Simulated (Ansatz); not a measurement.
The coordinates of a crystal:

```yaml
crystal:
  lattice:
    - [3.98761, 0.00000, 0.00000]
    - [0.00000, 2.88559, 0.00000]
    - [-0.18864, 0.00000, 3.98314]
  atoms:
    - { symbol: Cu, position: [0.00000, 0.14604, 0.75000] }
    - { symbol: Cu, position: [0.00000, 0.85396, 0.25000] }
    - { symbol: Cu, position: [0.50000, 0.64604, 0.75000] }
    - { symbol: Cu, position: [0.50000, 0.35396, 0.25000] }
```

Question: Give a crystallographic description of this input.

Answer: The element is copper. The structure has C2/c (No. 15) symmetry and a base-centred monoclinic lattice. The cell holds four atoms. The numbers of neighbours within bonding distance are Cu 2. Not all metal-metal contacts are counted.

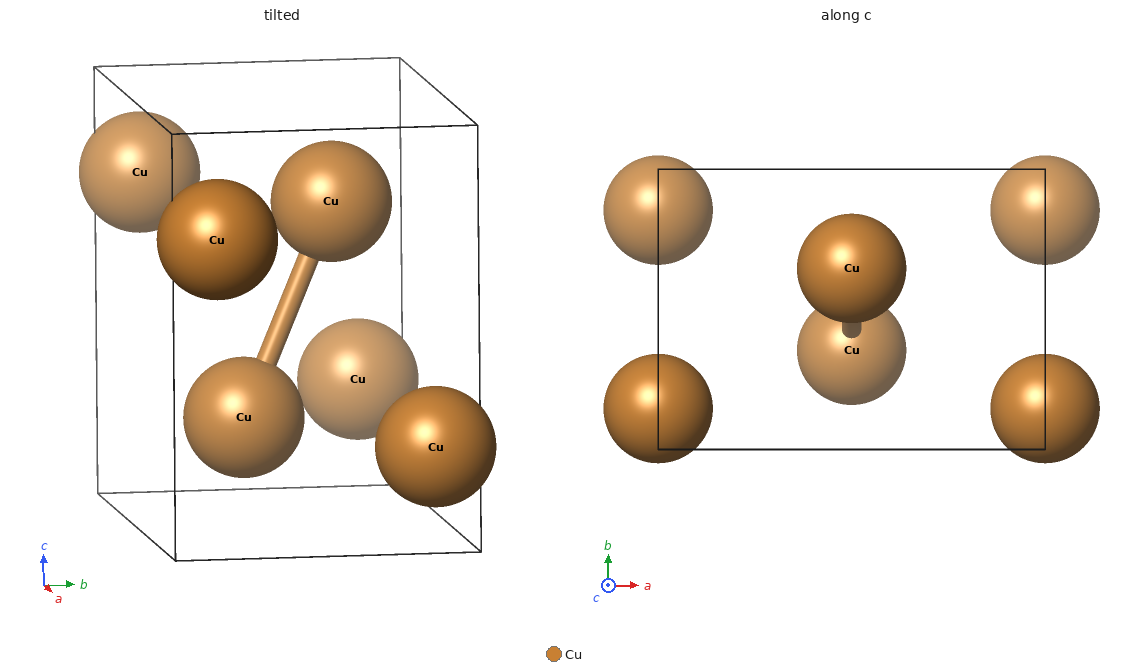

This ball-and-stick model is shown slightly off an axis and along the c axis. The wireframe shows the conventional unit cell. Colours: copper orange.

The initial geometry was a structure listed in the Materials Project. The cell was then strained or its atoms displaced on purpose. An electronic-structure calculation with Ansatz was run on it.

At this level of theory the run's own cell isn't at rest (compressed, at 11 GPa and forces up to 2.0 eV/Å), so its distances can differ from those at equilibrium, the more so the softer the solid.
